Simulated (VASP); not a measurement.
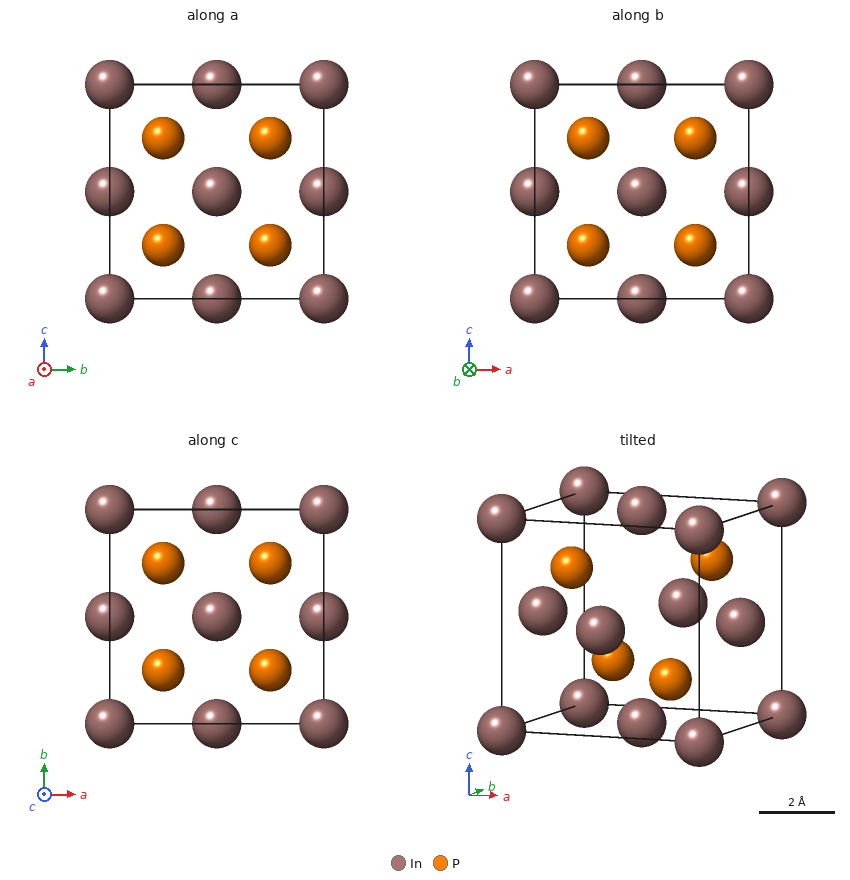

Spheres-only drawing of the structure, looking along the a axis, along the b axis, along the c axis and slightly off an axis. Atoms at the boundary of the conventional unit cell (the box) are drawn once for each face, edge or corner they touch.

Lattice parameters: a = 5.730 Å, b = 5.730 Å, c = 5.730 Å, α = 90.00°, β = 90.00°, γ = 90.00°. Put a along x and b in the xy plane.

Q: Convert the drawing into a POSCAR file.

A:
```
In P
1.0
     5.730    0.000    0.000
     0.000    5.730    0.000
     0.000    0.000    5.730
In P
4 4
Direct
  0.0000 0.0000 0.0000
  0.0000 0.5000 0.5000
  0.5000 0.0000 0.5000
  0.5000 0.5000 0.0000
  0.2500 0.2500 0.7500
  0.2500 0.7500 0.2500
  0.7500 0.2500 0.2500
  0.7500 0.7500 0.7500
```

Provenance: a structure type filled with these elements by a generator (whether the compound takes this form wasn't checked). The cell was then strained or its atoms displaced on purpose. It was run through VASP as a DFT input.

At this level of theory the cell isn't at rest (compressed, at 7 GPa), so its distances can differ from those at equilibrium, the more so the softer the solid.
